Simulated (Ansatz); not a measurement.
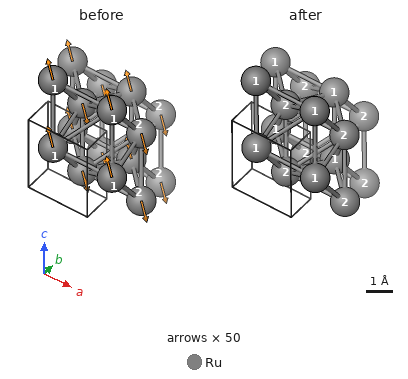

The structure of solid Ru (set up in P2_1/m) before (left) and after (right) a relaxation, at one scale. The orange arrows give the displacements (the part carried along by the change of the cell is left out), magnified 50 times.

The picture is a ball-and-stick view of the cell of the calculation, reduced to other axes, repeated 2 × 2 × 2 with one cell outlined, seen slightly off an axis. Lengths and directions refer to the drawn axes.

Case: film's bulk on the substrate's plane, third vector and atoms relaxed.

These are results of DFT PBE, scalar-relativistic, plane waves, PAW in Ansatz 0.2.0, not measurements. Settings: plane-wave cutoff 420 eV; k-point mesh 8 × 5 × 36; occupations gaussian; smearing width 0.1 eV; no spin polarisation; cell relaxed at fixed a, b, gamma; force threshold 0.01 eV/Å; at most 50 steps.

> Describe what moved and what it gained.

The largest moves relative to the cell, 0.018 Å, are those of Ru1 and Ru2. Ru1 goes along [−1 0 3]. Cell: a 2.611 → 2.610 Å (0.0 %), b unchanged at 4.197 Å, c 2.698 → 2.671 Å (−1.0 %), β 115.4° → 116.1°. Volume −1.6 %. Some distances before and after: Ru1–Ru1 2.837 → 2.795 Å, Ru1–Ru2 2.656 → 2.624 Å, Ru1–Ru1 (another image) 2.698 → 2.671 Å, Ru1–Ru2 (another image) 2.577 → 2.597 Å. The space group stays P2_1/m (No. 11). The energy falls by 9.5 meV per atom in 3 accepted moves (4 points after the start). The largest force component goes from 0.3 to 0.004 eV/Å. Pressure: 12.85 GPa at the start and 17.92 GPa at the end. The SCF was repeated once at an unchanged geometry on a basis and grid sized afresh for the cell, which shifted the energy by 0.1 meV per atom at most.
